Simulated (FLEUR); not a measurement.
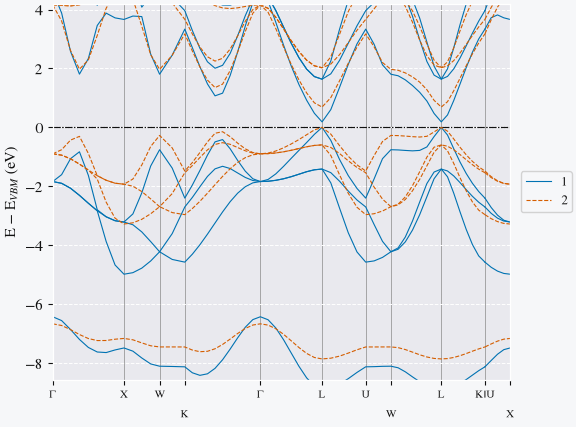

Band structures of rocksalt PbSe, space group Fm-3m, 2 atoms in the primitive cell, in two conditions, on a common k axis. Each is counted from its own valence-band top. Computed with FLEUR MaX-R8.1 (later development tree): LDA, all-electron, no spin polarisation, no spin-orbit coupling.

Which set of bands belongs to which condition: 28.67 Å³ per atom or 35.84 Å³ per atom?

1: 28.67 Å³ per atom; 2: 35.84 Å³ per atom. At 28.67 Å³ per atom the gap along the path is 0.19 eV, direct; at 35.84 Å³ per atom the gap along the path is 0.69 eV, direct.

The top valence band spans 3.2 eV in the first set and 1.9 eV in the second.

Spin-orbit coupling is left out, which matters for Pb and Se and can close so small a gap.
